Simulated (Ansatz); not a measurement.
# Energy of Mn along an even scaling of the cell

System: Mn (Pm-3m, 1 atom in the cell).
Method: DFT, LDA (PW92), plane waves (420 eV) with PAW, scalar-relativistic, spin-polarised (Ansatz 0.2.0).

The 6 runs differ only in the geometry, by an even scaling of the cell at fixed fractional positions.

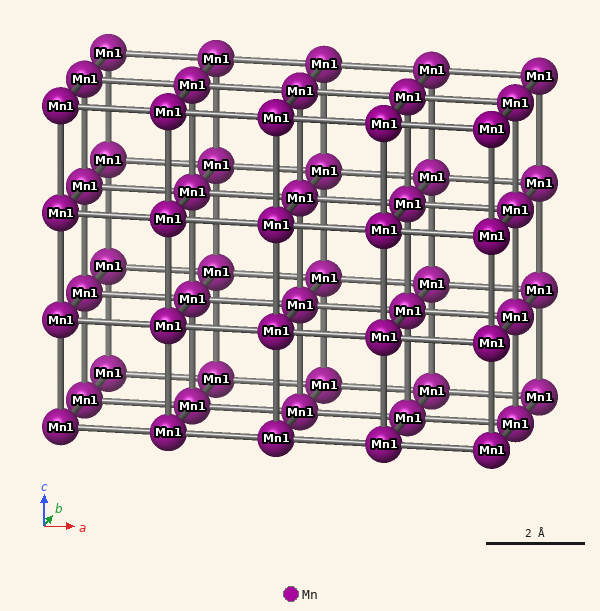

Figure 1. The structure of run 4 (ball-and-stick view of the cell of the calculation, repeated 4 × 2 × 3, seen slightly off an axis; atoms are numbered from 1 in the order of the input).

### Input of run 4
```yaml
crystal:
  lattice:
    - [2.2579770578, 0.0, 0.0]
    - [0.0, 2.2579770578, 0.0]
    - [0.0, 0.0, 2.2579770578]
  atoms:
    - { symbol: Mn, position: [0.0, 0.0, 0.0], spin: 3.0 }
hamiltonian:
  xc: lda
  pseudopotentials:
    kind: paw
    azcp:
      Mn: "pseudopotentials/Mn.paw.azcp"
basis:
  ecutwfc: 420
  fft_grid_basis: typed
kpoints:
  mp_grid: { grid: [16, 16, 16], shift: [0, 0, 0] }
magnetization:
  spin_polarized: true
scf:
  occupations: { method: fermi_dirac, width: 0.05 }
  lower_state_search: "off"
output:
  stress: true
```

Lattice vectors (Å) and fractional positions of run 4:
```
   2.257977    0.000000    0.000000
   0.000000    2.257977    0.000000
   0.000000    0.000000    2.257977
Mn  0.000000  0.000000  0.000000
```

Run 2 differs from it as follows:
```diff
-    - [2.2579770578, 0.0, 0.0]
-    - [0.0, 2.2579770578, 0.0]
-    - [0.0, 0.0, 2.2579770578]
+    - [2.167559466, 0.0, 0.0]
+    - [0.0, 2.167559466, 0.0]
+    - [0.0, 0.0, 2.167559466]
```

### Results, with one run withheld

| run | volume per atom (Å³) | free energy per atom, from the lowest run given (meV) | pressure (GPa) |
| --- | --- | --- | --- |
| 1 | 9.741 | 142.91 | 42.30 |
| 2 | 10.184 | ? | ? |
| 3 | 10.627 | 1.31 | 11.15 |
| 4 | 11.512 | 0.00 | −9.24 |
| 5 | 11.955 | 36.11 | −16.63 |
| 6 | 12.398 | 90.00 | −22.12 |

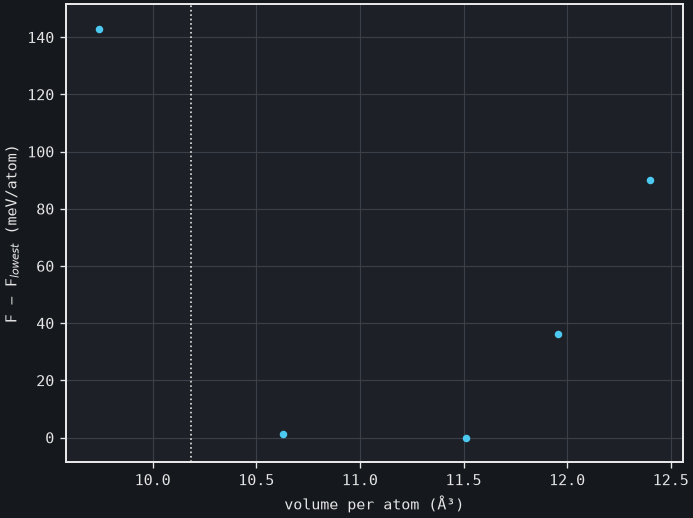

Figure 2. Free energy per atom of the runs given; the dotted line marks run 2.

What should run 2 give?

A cubic polynomial in V^(−2/3) (the Birch–Murnaghan form), fitted to the 5 runs given, misses them by at most 0.12 meV per atom. With x = V^(−2/3) − 0.20004 Å⁻², it reads F = −12.338 − 1322.4 x + 4.8085e+05 x² + 4.6408e+05 x³ (meV per atom). At run 2 it gives 50.50 meV per atom, and the run itself gives 50.68. The slope of the fit gives a pressure −dF/dV of 25.04 GPa there, and the run prints 25.07 GPa. The fit has its minimum at 11.063 Å³ per atom, where V d²F/dV² gives 252 GPa: the bulk modulus at this level, since symmetry fixes the shape and the positions.

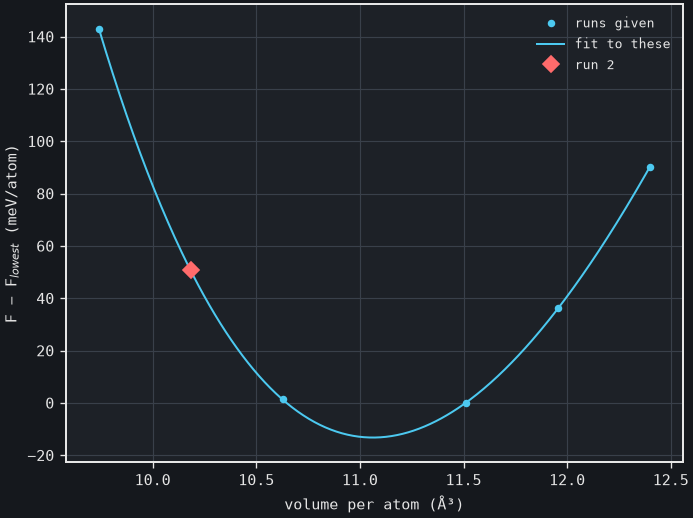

Figure 3. The fit and the withheld run.

### Output, shortened to warnings, some set-up lines, iterations and results (run 2)
```
Warning: [file] the record states the generating functional pbe (its physics header spells it `PBE`), which answers neither for hamiltonian.xc's functional nor for the lda family's — results may be inconsistent (PPs are generated against a specific XC)
WARN: the starting moments were not kept: the SCF closed with an absolute magnetisation of 7.1e-6 μB, where they sum to 3 μB in size (1 site). That is at most 0.1 of that sum. Measured as dr2_m measures the in/out step, that magnetisation stands 7.3e-11 eV from none, at or under the dr2_threshold of 1.0e-7 eV: it is no larger than a step whose dr2_m would equal this threshold. The system may hold …
Basis set: ecut = 420 eV, 203 PW (Γ)
Symmetry: 48 space group operations
k-points: 165 of 4096
Initial density: superposition of atomic densities (chi_scale 0.1, normalization cell)
[...]
SCF iter   1: F=—  HF=-3839.687297 eV  |F-HF|=—  |Δ(HF+E_count)|=         —  Δρ=1.65e-1 (↑1.65e-1 ↓1.24e-1)  dr2=2.06e-1  dr2_m=1.88e0  M=1.563 μB ∫|m|=1.574 μB  β_m=0.30  …
SCF iter   2: F=—  HF=-3839.838703 eV  |F-HF|=—  |Δ(HF+E_count)|=   1.51e-1  Δρ=1.24e-1 (↑1.24e-1 ↓1.06e-1)  dr2=6.55e-2  dr2_m=1.20e0  M=1.432 μB ∫|m|=1.444 μB  β_m=0.60  …
SCF iter   3: F=—  HF=-3840.334274 eV  |F-HF|=—  |Δ(HF+E_count)|=   4.96e-1  Δρ=8.98e-2 (↑8.98e-2 ↓2.82e-2)  dr2=3.14e-1  dr2_m=3.01e-1  M=0.715 μB ∫|m|=0.731 μB  β_m=0.52  …
SCF iter   4: F=—  HF=-3840.312168 eV  |F-HF|=—  |Δ(HF+E_count)|=   2.21e-2  Δρ=2.67e-2 (↑1.59e-2 ↓2.67e-2)  dr2=5.06e-3  dr2_m=4.11e-2  M=0.440 μB ∫|m|=0.459 μB  β_m=0.76  …
SCF iter   5: F=—  HF=-3840.331106 eV  |F-HF|=—  |Δ(HF+E_count)|=   1.89e-2  Δρ=1.03e-2 (↑1.03e-2 ↓1.03e-2)  dr2=9.38e-4  dr2_m=9.36e-3  M=0.240 μB ∫|m|=0.250 μB  β_m=0.88  …
SCF iter   6: F=—  HF=-3840.339514 eV  |F-HF|=—  |Δ(HF+E_count)|=   8.41e-3  Δρ=4.52e-3 (↑4.52e-3 ↓1.95e-3)  dr2=5.07e-4  dr2_m=9.41e-4  M=0.077 μB ∫|m|=0.079 μB  β_m=0.94  …
SCF iter   7: F=—  HF=-3840.340120 eV  |F-HF|=—  |Δ(HF+E_count)|=   6.06e-4  Δρ=6.43e-4 (↑5.00e-4 ↓6.43e-4)  dr2=2.08e-6  dr2_m=2.92e-5  M=0.013 μB ∫|m|=0.013 μB  β_m=0.95  …
SCF iter   8: F=—  HF=-3840.340136 eV  |F-HF|=—  |Δ(HF+E_count)|=   1.65e-5  Δρ=1.23e-4 (↑1.23e-4 ↓1.13e-4)  dr2=3.73e-8  dr2_m=1.29e-6  M=0.003 μB ∫|m|=0.003 μB  β_m=0.98  …
SCF iter   9: F=-3840.340137 eV  HF=-3840.340137 eV  |F-HF|=7.03e-9  |Δ(HF+E_count)|=   9.55e-7  Δρ=1.74e-5 (↑6.58e-6 ↓1.74e-5)  dr2=7.55e-9  dr2_m=1.24e-8  M=-0.000 μB …
SCF iter  10: F=-3840.340137 eV  HF=-3840.340137 eV  |F-HF|=9.55e-12  |Δ(HF+E_count)|=   5.66e-9  Δρ=5.32e-7 (↑5.32e-7 ↓3.86e-7)  dr2=1.21e-11  dr2_m=1.16e-11  M=0.000 μB …
SCF 1 converged in 10 iterations: F = -3840.340137 eV  dr2 = 1.21e-11
SCF converged after 10 iterations
Magnetization: 0.0000 μB (7.5000 up, 7.5000 down)
Absolute magnetization: 0.0000 μB (∫|ρ↑−ρ↓|, with the PAW one-centre terms)
Spin contamination: 0.0000 ħ² per cell (⟨S²⟩ above its minimum at these occupations)
Per-site moments (μB) at R_I (Å): [(6.585434615119837e-6, 0.8941182797250001)]
Free energy (F): -3840.340137 eV
Harris-Foulkes:  -3840.340137 eV  (|F-HF|=9.55e-12)
Internal energy: -3840.327200 eV  (E = F + TS)
E sigma→0 (E₀):  -3840.333668 eV
Entropy (-TS):   -0.012938 eV (-12.938 meV/atom)
Fermi energy:    21.658228 eV
--- Per-component energies (eV) ---
  E_band       = -139.310386
  E_kinetic    = 315.187982
  E_local      = -1593.023972  (includes V_loc(G=0)·N_el)
  E_nonlocal   = 245.121947
  E_hartree    = 670.888230
  E_xc         = -116.223766
  E_vxc        = -149.643567  (∫ρ·V_xc dr)
  E_paw        = -1242.162068  (= ΣΔE_a)
  E_vpaw       = -298.729379  (= ΣTr[D̂ρ^β])
  E_aug_tail   = -0.000010  (compensation charges beyond the density's cutoff)
  E_ewald      = -2120.499496
  E_core_change = 0.383953  (= ΣΔE_core)
  E_smearing   = -0.012938  (= −TS)
  E_closure    = 0.000000  (closes the sum)
  Σ components = -3840.340137   (vs F -3840.340137, Δ=0.00e0)
--- Stress (GPa, compression-positive) ---
       25.068359       0.000000       0.000000
        0.000000      25.068359       0.000000
        0.000000      -0.000000      25.068359
  P = ⅓ Tr σ = 25.0684 GPa (250.684 kbar)
```

The program warns: the PAW datasets were made with another functional; some starting moments were not kept.
